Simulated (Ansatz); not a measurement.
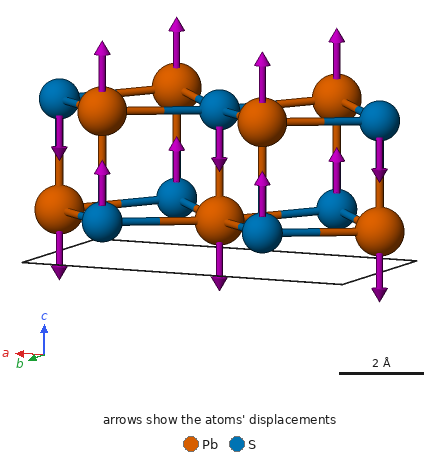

One vibrational mode of a free-standing layer of PbS (a generated structure) at the zone centre. The purple arrows give the relative displacements of the atoms. A ball-and-stick model of the 2 × 1 repeat of the cell, outlined in the plane, without the vacuum, seen from a free direction.

All numbers below come from Ansatz 0.2.0, DFT PBE, scalar-relativistic, plane waves, PAW. Settings: plane-wave cutoff 420 eV; k-point mesh 6 × 6 × 1; occupations fixed; no spin polarisation.

Frequencies are those without the non-analytic (LO–TO) term.

> Describe the mode and give its frequency.

This is the A₁g mode at 1.88 THz, optical level 3 of 6, counted from below, Raman-active by symmetry. All motion is along c of the drawn cell; atoms of one kind move against one another, with no net shift of any sublattice; it mainly bends the Pb–S bonds; the kinetic energy is shared as Pb 89 %, S 11 %.
